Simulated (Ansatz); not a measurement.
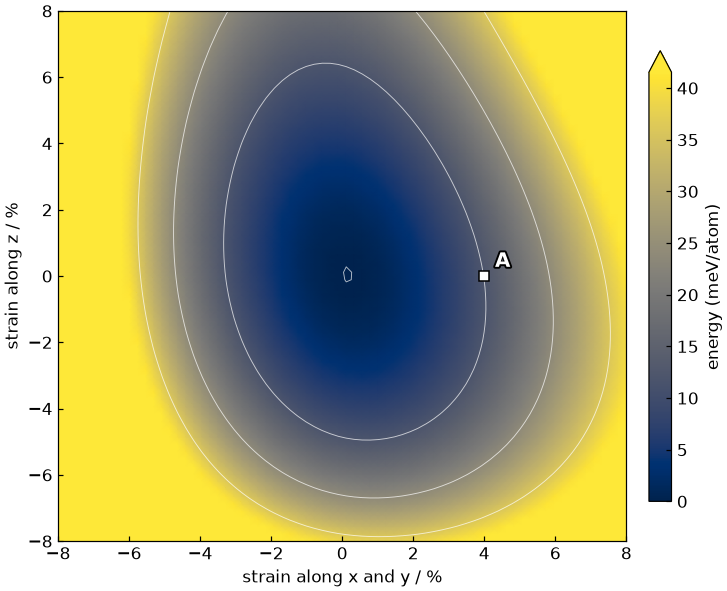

KBr (Fm-3m, No. 225; 2 atoms in the cell). 
- The cell is strained homogeneously, by one strain along x and y and another along z, with fractional coordinates fixed (x, y and z along the cube axes).
- First axis: strain along x and y. Second axis: strain along z.
- The scan uses a 5 × 5 grid.
- Points are written as (first, second).
- Energies are in meV/atom, from the lowest grid point.
- The calculation used DFT PBEsol, scalar-relativistic, plane waves, PAW in Ansatz. Settings: cutoff 420 eV, k-mesh 6×6×6, gaussian smearing 0.05 eV, no spin polarisation.

Drawn: a smooth colour map with a few white contour lines, one colour for all values above the top of the scale, the point A. Between grid points the surface is interpolated.

Which way does the force act at A, and how strong is it?

Answer. A, at (4 %, 0 %), is not a stationary point. The computed force is 5.6 meV/atom for each 1 % towards smaller values of strain along x and y and 0.84 meV/atom for each 1 % towards smaller values of strain along z.
